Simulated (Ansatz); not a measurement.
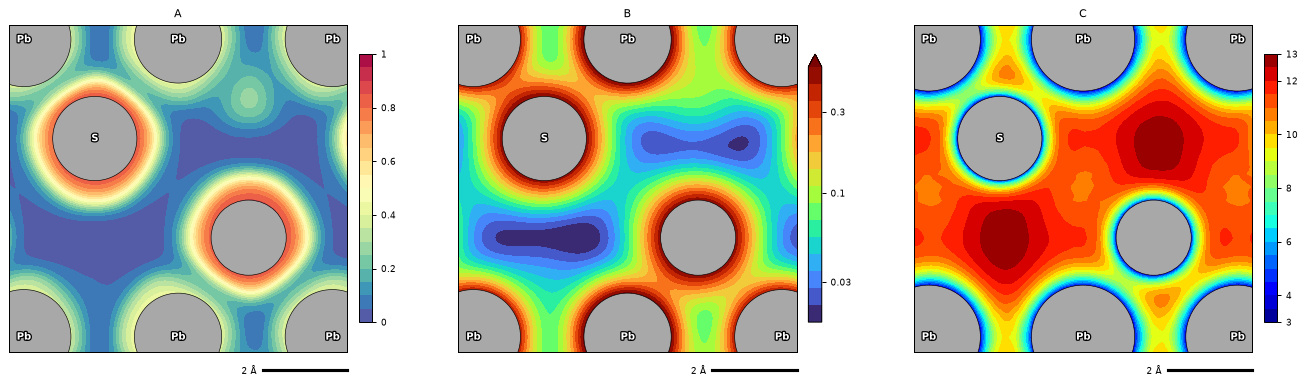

PbS: 3 fields on the (110) plane of the conventional cell, with unlabelled colour scales. Grey discs cover the atomic cores.

Space group P1; a structure from a database of computed crystals, not necessarily the ambient phase; changed on purpose from its base cell (atom 4 moved 0.45 A); not relaxed (largest force 1.4 eV/Å).

Method: DFT PBEsol, scalar-relativistic, plane waves, PAW (Ansatz).

> Which field does each panel show? The fields are: electron localisation function, electrostatic potential energy of an electron and valence pseudo-density.

Panel A: electron localisation function. Panel B: valence pseudo-density. Panel C: electrostatic potential energy of an electron (low next to the atoms, rising into the space between them). From the grid: Pb–S (2.89 Å): ρ is about 0.26 e/Å³ halfway; the ELF peaks at about 0.85 in the valence shell of S, 0.8 Å from its nucleus, and drops to about 0.25 between the two atoms.
